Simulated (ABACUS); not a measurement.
**Single-point calculation at one volume of an equation of state, with input and output: ZrS2 (part 2 of 2)**

The same run, continued: ZrS2 (P-3m1, 3 atoms in the cell); Kohn-Sham DFT of a periodic cell, PBE, PseudoDojo NC SR 0.4.1 PBE standard, no spin polarisation (ABACUS 3.10.1); cutoff 897.98 eV, 8×8×5 k-mesh, fermi-dirac of 0.05 eV. The structure derives from a Materials Project entry. It belongs to a series of runs on one base structure; here: volume scaled by 0.98.

Geometry of the input (Å; fractional positions):
```
3.6666  0.0000  0.0000
-1.8333  3.1754  0.0000
0.0000  0.0000  6.0005
Zr 0.0000  0.0000  0.0000
S  0.3333  0.6667  0.2379
S  0.6667  0.3333  0.7621
```

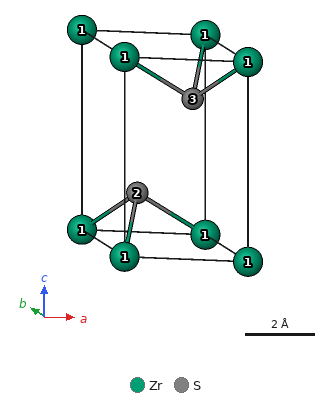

**Figure 1.** The structure as given in the input (ball-and-stick view of the cell of the calculation, seen slightly off an axis; atoms are numbered from 1 in the order of the input).

**What the program printed, continued**
```
----------------------------------------------------------

 PW ALGORITHM --------------- ION=   1  ELEC=   2--------------------------------

 Density error is 0.104921599667
                          Error Threshold = 0.000859398072301
----------------------------------------------------------
     Energy           Rydberg                 eV
----------------------------------------------------------
 E_KohnSham     -145.7021188709      -1982.3790273176
 E_Harris       -143.6540949572      -1954.5142324513
 E_Fermi        0.5282700914         7.1874833261
----------------------------------------------------------

 PW ALGORITHM --------------- ION=   1  ELEC=   3--------------------------------

 Density error is 0.0148002230751
                          Error Threshold = 0.000437173331947
----------------------------------------------------------
     Energy           Rydberg                 eV
----------------------------------------------------------
 E_KohnSham     -145.7284054404      -1982.7366744431
 E_Harris       -146.4650076648      -1992.7586618547
 E_Fermi        0.5308621689         7.2227503496
----------------------------------------------------------

 PW ALGORITHM --------------- ION=   1  ELEC=   4--------------------------------

 Density error is 0.000322242909411
                          Error Threshold = 6.16675961463e-05
----------------------------------------------------------
     Energy           Rydberg                 eV
----------------------------------------------------------
 E_KohnSham     -145.7306690470      -1982.7674723920
 E_Harris       -145.7434909641      -1982.9419235228
 E_Fermi        0.5314232464         7.2303842004
----------------------------------------------------------

 PW ALGORITHM --------------- ION=   1  ELEC=   5--------------------------------

 Density error is 0.000127009732342
                          Error Threshold = 1.34267878921e-06
----------------------------------------------------------
     Energy           Rydberg                 eV
----------------------------------------------------------
 E_KohnSham     -145.7307785569      -1982.7689623504
 E_Harris       -145.6408618375      -1981.5455826202
 E_Fermi        0.5323234787         7.2426324889
----------------------------------------------------------

 PW ALGORITHM --------------- ION=   1  ELEC=   6--------------------------------

 Density error is 8.38153640214e-06
                          Error Threshold = 5.29207218094e-07
----------------------------------------------------------
     Energy           Rydberg                 eV
----------------------------------------------------------
 E_KohnSham     -145.7307889126      -1982.7691032464
 E_Harris       -145.7077674894      -1982.4558807148
 E_Fermi        0.5326482549         7.2470512958
----------------------------------------------------------

 PW ALGORITHM --------------- ION=   1  ELEC=   7--------------------------------

 Density error is 3.38808628042e-06
                          Error Threshold = 3.49230683422e-08
----------------------------------------------------------
     Energy           Rydberg                 eV
----------------------------------------------------------
 E_KohnSham     -145.7307922878      -1982.7691491680
 E_Harris       -145.7442440525      -1982.9521698170
 E_Fermi        0.5328224645         7.2494215399
----------------------------------------------------------

 PW ALGORITHM --------------- ION=   1  ELEC=   8--------------------------------

 Density error is 4.80581416803e-08
                          Error Threshold = 1.41170261684e-08
----------------------------------------------------------
     Energy           Rydberg                 eV
----------------------------------------------------------
 E_KohnSham     -145.7307927512      -1982.7691554738
 E_Harris       -145.7319224806      -1982.7845262310
 E_Fermi        0.5327936598         7.2490296314
----------------------------------------------------------

 PW ALGORITHM --------------- ION=   1  ELEC=   9--------------------------------

 Density error is 2.03578346013e-09
                          Error Threshold = 2.00242257001e-10
----------------------------------------------------------
     Energy           Rydberg                 eV
----------------------------------------------------------
 E_KohnSham     -145.7307927805      -1982.7691558723
 E_KS(sigma->0) -145.7307927131      -1982.7691549549
 E_Harris       -145.7306279101      -1982.7669126947
 E_band         -12.6616307972       -172.2703248141
 E_one_elec     -54.3398295805       -739.3313106444
 E_Hartree      35.2225223405        479.2270017634
 E_xc           -32.7665192892       -445.8113659600
 E_Ewald        -93.8469661164       -1276.8534791966
 E_entropy(-TS) -0.0000001349        -0.0000018347
 E_descf        0.0000000000         0.0000000000
 E_exx          0.0000000000         0.0000000000
 E_Fermi        0.5328011915         7.2491321055
----------------------------------------------------------

 charge density convergence is achieved
 final etot is -1982.7691559 eV
 EFERMI = 7.2491321055 eV

 STATE ENERGY(eV) AND OCCUPATIONS    NSPIN == 1
 1/10 kpoint (Cartesian) = 0.0000 0.0000 0.0000 (4247 pws)
       1       -42.1949     0.00625000
       2       -20.2708     0.00625000
       3       -20.1144     0.00625000
       4       -20.1144     0.00625000
       5       -5.93172     0.00625000
       6       -4.47520     0.00625000
       7        2.43216     0.00625000
       8        3.89476     0.00625000
       9        3.89476     0.00625000
      10        6.65031     0.00624996
      11        6.65031     0.00624996
      12        6.67971     0.00624993
      13        8.32510    2.81911e-12
      14        8.32510    2.81911e-12
      15        9.19226    8.28070e-20
      16        11.8182    1.28699e-42

 2/10 kpoint (Cartesian) = -0.034091 0.019683 0.0000 (4235 pws)
       1       -42.1921      0.0375000
       2       -20.2622      0.0375000
       3       -20.1546      0.0375000
       4       -20.1230      0.0375000
       5       -5.77054      0.0375000
       6       -4.51830      0.0375000
       7        2.64513      0.0375000
       8        3.74514      0.0375000
       9        3.99342      0.0375000
      10        5.71346      0.0375000
      11        6.24610      0.0375000
      12        6.73233      0.0374988
      13        8.42497    2.29522e-12
      14        8.80841    1.07220e-15
      15        9.36162    1.67962e-20
      16        11.4082    2.81153e-38

 3/10 kpoint (Cartesian) = -0.068183 0.039365 0.0000 (4278 pws)
       1       -42.1852      0.0375000
       2       -20.2531      0.0375000
       3       -20.2383      0.0375000
       4       -20.1436      0.0375000
       5       -5.36628      0.0375000
       6       -4.61099      0.0375000
       7        3.14492      0.0375000
       8        3.62664      0.0375000
       9        4.18466      0.0375000
      10        4.26426      0.0375000
      11        5.73374      0.0375000
      12        6.36077      0.0375000
      13        8.23709    9.83353e-11
      14        9.47629    1.69515e-21
      15        9.80589    2.32430e-24
      16        11.6652    1.64654e-40

 4/10 kpoint (Cartesian) = -0.10227 0.059048 0.0000 (4254 pws)
       1       -42.1784      0.0375000
       2       -20.3444      0.0375000
       3       -20.2193      0.0375000
       4       -20.1641      0.0375000
       5       -5.00761      0.0375000
       6       -4.60445      0.0375000
       7        2.79826      0.0375000
       8        3.81133      0.0375000
       9        4.11732      0.0375000
      10        4.25071      0.0375000
      11        5.52145      0.0375000
      12        5.55157      0.0375000
      13        8.01696    8.03063e-09
      14        9.88080    5.19593e-25
      15        10.2285    4.96131e-28
      16        12.3630    1.43161e-46

 5/10 kpoint (Cartesian) = 0.13637 0.23619 0.0000 (4272 pws)
       1       -42.1755      0.0187500
       2       -20.3825      0.0187500
       3       -20.2106      0.0187500
       4       -20.1725      0.0187500
       5       -4.95237      0.0187500
       6       -4.48518      0.0187500
       7        2.37961      0.0187500
       8        4.13340      0.0187500
       9        4.23035      0.0187500
      10        4.32126      0.0187500
      11        5.04129      0.0187500
      12        5.55274      0.0187500
      13        7.92767    2.39474e-08
      14        10.0404    1.06747e-26
      15        10.3144    4.45135e-29
      16        12.5295    2.56062e-48

 6/10 kpoint (Cartesian) = -0.034091 0.059048 0.0000 (4267 pws)
       1       -42.1872      0.0375000
       2       -20.2475      0.0375000
       3       -20.2180      0.0375000
       4       -20.1420      0.0375000
       5       -5.48435      0.0375000
       6       -4.58874      0.0375000
       7        3.03718      0.0375000
       8        3.61146      0.0375000
       9        4.05896      0.0375000
      10        4.84238      0.0375000
      11        5.56342      0.0375000
      12        6.56989      0.0375000
      13        8.68352    1.30340e-14
      14        8.96205    4.96381e-17
      15        9.78625    3.44282e-24
      16        11.4252    1.99950e-38

[... levels at 4 further k points ...]

------------------------------------------------------------------------------------------
 TOTAL-FORCE (eV/Angstrom)
------------------------------------------------------------------------------------------
                       Zr1         0.0000000000         0.0000000000         0.0000000000
                        S1         0.0000000000         0.0000000000         0.2897122982
                        S2         0.0000000000         0.0000000000        -0.2897122982
------------------------------------------------------------------------------------------

----------------------------------------------------------------
 TOTAL-STRESS (KBAR)
----------------------------------------------------------------
        21.5824934557        -0.0000000000         0.0000000000
         0.0000000000        21.5824934559         0.0000000000
        -0.0000000000         0.0000000000        28.9502642450
----------------------------------------------------------------
 TOTAL-PRESSURE: 24.038417 KBAR

 --------------------------------------------
 !FINAL_ETOT_IS -1982.7691558722647187 eV
 --------------------------------------------
```

**Standard output**
```
ABACUS v3.10.1

               Atomic-orbital Based Ab-initio Computation at UStc

%%%%%%%%%%%%%%%%%%%%%%%%%%%%%%%%%%%%%%%%%%%%%%%%%%%%%%%%%%%%%%%%%%%%%%%%%%%%%%%%%%%%%%%%%%%%%%%%%%%%%%%%%
 Warning: the number of valence electrons in pseudopotential > 4 for Zr: [Kr] 4d2 5s2
 Pseudopotentials with additional electrons can yield (more) accurate outcomes, but may be less efficient.
 If you're confident that your chosen pseudopotential is appropriate, you can safely ignore this warning.
%%%%%%%%%%%%%%%%%%%%%%%%%%%%%%%%%%%%%%%%%%%%%%%%%%%%%%%%%%%%%%%%%%%%%%%%%%%%%%%%%%%%%%%%%%%%%%%%%%%%%%%%%

 UNIFORM GRID DIM        : 36 * 36 * 60
 UNIFORM GRID DIM(BIG)   : 36 * 36 * 60
 ---------------------------------------------------------
 Self-consistent calculations for electrons
 ---------------------------------------------------------
 SPIN    KPOINTS         PROCESSORS  THREADS
 1       40              4           4
 ---------------------------------------------------------
 Use plane wave basis
 ---------------------------------------------------------
 ELEMENT NATOM       XC
 Zr      1
 S       2
 ---------------------------------------------------------
 Initial plane wave basis and FFT box
 ---------------------------------------------------------
 -------------------------------------------
 SELF-CONSISTENT :
 -------------------------------------------
 START CHARGE      : atomic
 ITER       ETOT/eV          EDIFF/eV         DRHO     TIME/s
 DA1     -1.98191378e+03   0.00000000e+00   2.0626e-01   3.10
 DA2     -1.98237903e+03  -4.65250978e-01   1.0492e-01   1.70
 DA3     -1.98273667e+03  -3.57647125e-01   1.4800e-02   1.55
 DA4     -1.98276747e+03  -3.07979489e-02   3.2224e-04   1.45
 DA5     -1.98276896e+03  -1.48995838e-03   1.2701e-04   2.02
 DA6     -1.98276910e+03  -1.40895979e-04   8.3815e-06   1.36
 DA7     -1.98276915e+03  -4.59216280e-05   3.3881e-06   1.82
 DA8     -1.98276916e+03  -6.30577526e-06   4.8058e-08   1.41
 DA9     -1.98276916e+03  -3.98501127e-07   2.0358e-09   2.12
----------------------------------------------------------------
 TOTAL-STRESS (KBAR)
----------------------------------------------------------------
        21.5824934557        -0.0000000000         0.0000000000
         0.0000000000        21.5824934559         0.0000000000
        -0.0000000000         0.0000000000        28.9502642450
----------------------------------------------------------------
 TOTAL-PRESSURE: 24.038417 KBAR
```

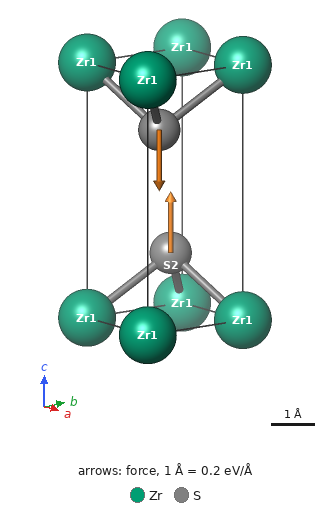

**Figure 2.** Forces on the atoms as orange arrows (ball-and-stick view of the cell of the calculation, seen slightly off an axis; atoms are numbered from 1 in the order of the input). The largest act on S2, S3 (0.29 eV/Å). The geometry is not a stationary point of this energy.

**Results in brief**

```csv
quantity,value
outcome,converged
space group (tolerance 0.01 Å),P-3m1 (164)
electrons treated,24
free energy,−1982.7692 eV
Fermi energy,7.249 eV
gap on the k-point mesh,1.04 eV
pressure,2.40 GPa
largest force (length of the vector),0.290 eV/Å
wall time,19 s (CPU time 74 s)
peak memory,0.4 GiB
```
